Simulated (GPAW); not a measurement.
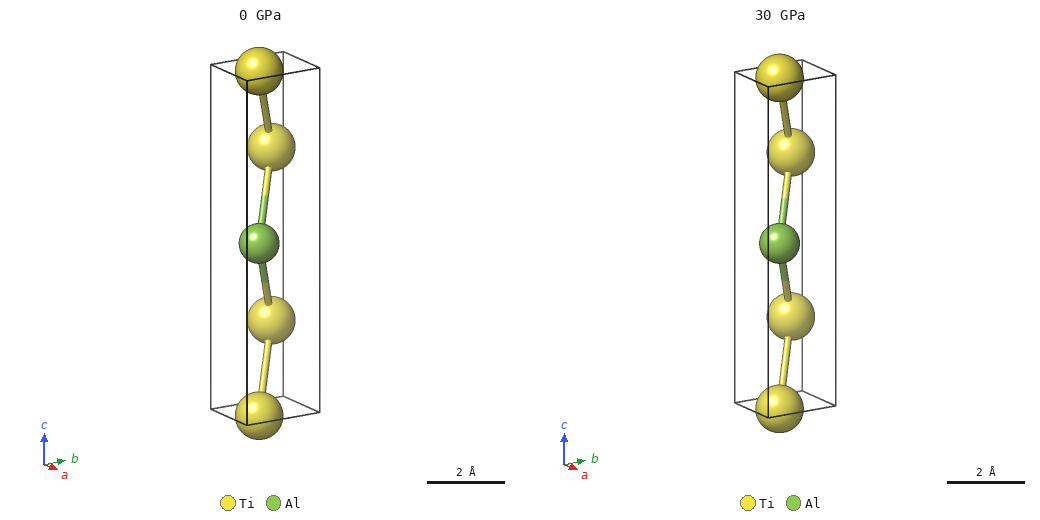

Ti₃Al, space group P-6m2 (No. 187), relaxed (cell and atoms) under a series of hydrostatic pressures; the conventional cell is drawn at the lowest and the highest, to one scale (sticks follow a distance rule). The start was a structure listed in the Materials Project. It needn't be the stable form of this composition.

Alike in all runs: GPAW 26.7.0; functional PBEsol; potentials PAW data sets generated in the run's folder for this functional; cutoff 600 eV; k mesh 7 × 7 × 2 on the run's cell of 4 atoms; occupations fermi-dirac, width 0.05 eV; no spin polarisation; no spin-orbit coupling.

| pressure (GPa) | volume (Å³/atom) | a (Å) | c (Å) |
| --- | --- | --- | --- |
| 0.0 | 16.575 | 2.897 | 9.121 |
| 1.9 | 16.311 | 2.880 | 9.084 |
| 4.9 | 15.929 | 2.854 | 9.033 |
| 10.1 | 15.358 | 2.813 | 8.963 |
| 20.1 | ? | ? | ? |
| 30.1 | 13.700 | 2.688 | 8.760 |

Question: Fit a third-order Birch-Murnaghan equation to the rows given and use it to fill in the volume that is left out.

Answer: The fit gives V0 = 16.57 Å³/atom, B0 = 117 GPa and B0′ = 3.2, which puts the volume at 20.1 GPa at 14.44 Å³/atom. The run gave volume 14.440 Å³/atom; a 2.745 Å; c 8.850 Å.

Question: Which axis yields most up to 30 GPa?

Answer: The a axis: a −7.2 %, c −4.0 %, against −17.3 % in volume.

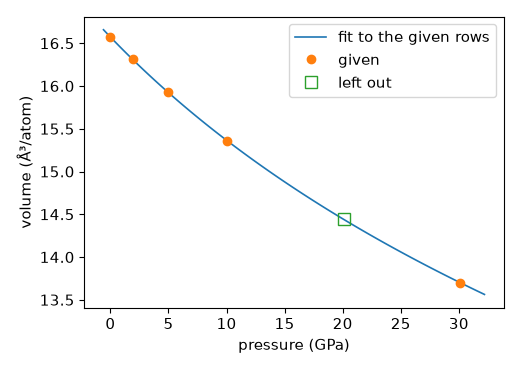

Volume against pressure, with the fit. The structure was kept in its own symmetry, so a change to another phase within this range wouldn't be seen.

Caveat: later steps reuse the first step's grids.
